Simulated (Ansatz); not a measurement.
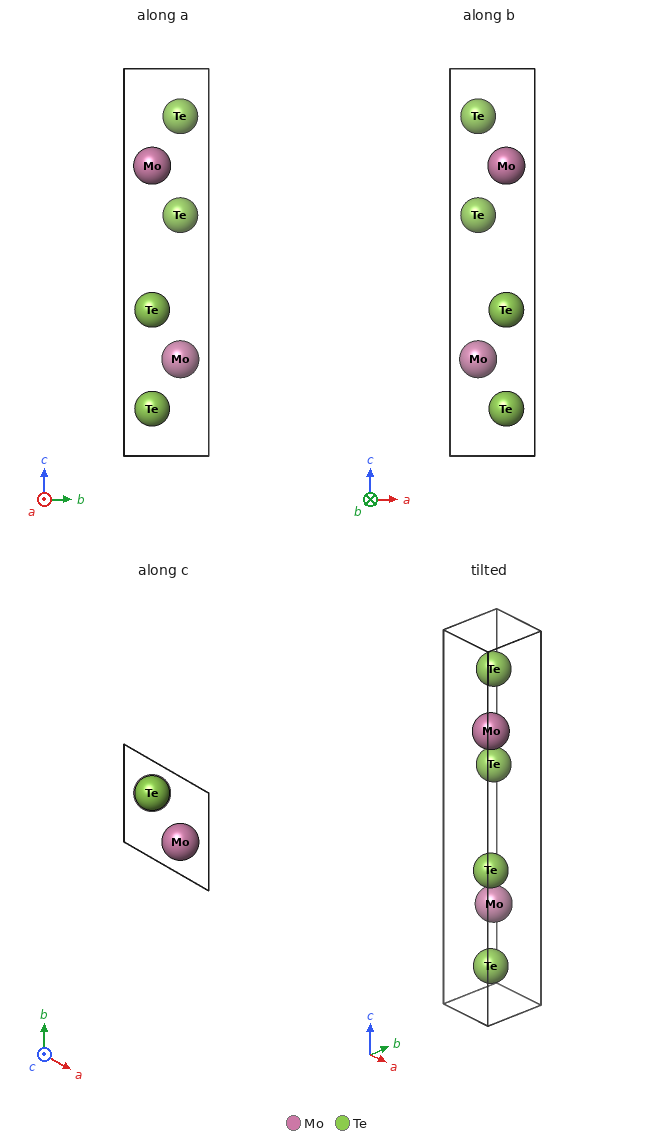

Spheres-only model, viewed along the a axis, along the b axis, along the c axis and slightly off an axis. The frame is the conventional unit cell; atoms at its boundary are shown with their periodic copies.

Lattice parameters: a = 3.542 Å, b = 3.542 Å, c = 14.035 Å, α = 90.00°, β = 90.00°, γ = 120.00°. Put a along x and b in the xy plane.

Transcribe the picture into a POSCAR file, with free fractional coordinates to two decimals.

```
Mo Te
1.0
     3.542    0.000    0.000
    -1.771    3.068    0.000
     0.000    0.000   14.035
Mo Te
2 4
Direct
  0.3333 0.6667 0.25
  0.6667 0.3333 0.75
  0.6667 0.3333 0.38
  0.6667 0.3333 0.12
  0.3333 0.6667 0.88
  0.3333 0.6667 0.62
```

The initial geometry was a structure type filled with these elements by a generator (whether the compound takes this form wasn't checked). The cell was then strained or its atoms displaced on purpose. Ansatz was used for an electronic-structure calculation on it.
